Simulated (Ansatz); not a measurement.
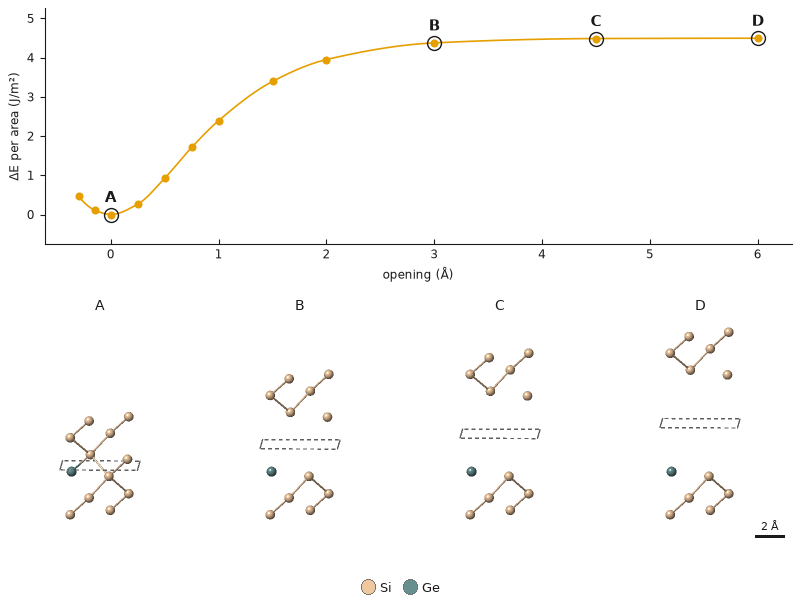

A scan of solid Si₇Ge (P-43m): the crystal is pulled apart rigidly along the normal of the (1 0 0) plane of the conventional cell, at a cut between a plane of Ge/Si below and one of Si above, 1.38 Å apart. One cut stands in each cell, which starts 10.9 Å high; nothing is relaxed, and the dashed outline marks the cut. The lettered frames are marked on the plot. Style: ball-and-stick. Shown: the layers on both sides of the cut, from the side, nearly along the cut plane.

Computed with DFT r2SCAN, scalar-relativistic, plane waves, PAW in Ansatz 0.2.0. Settings: plane-wave cutoff 500 eV; k-point mesh 6 × 6 × 3; occupations gaussian; smearing width 0.05 eV; no spin polarisation. Energies (free energies at the smearing named) are counted from the relaxed crystal.

Q: Read off the main features of the energy profile.

A: At the widest opening, 6.00 Å, the energy has risen by 4.495 J/m², where the curve has levelled off: this is the ideal work of separation, the sum of the two unrelaxed surface energies of a slab 10.9 Å thick. The steepest rise lies between 0.50 Å and 0.75 Å, with a mean traction of about 31 GPa. Pressing the cut together by 0.30 Å costs 0.460 J/m². The band gap on the mesh, 0.59 eV in the reference, closes at 0.50 Å, 0.75 Å, 1.00 Å, 1.50 Å, 2.00 Å, 3.00 Å, 4.50 Å, 6.00 Å.
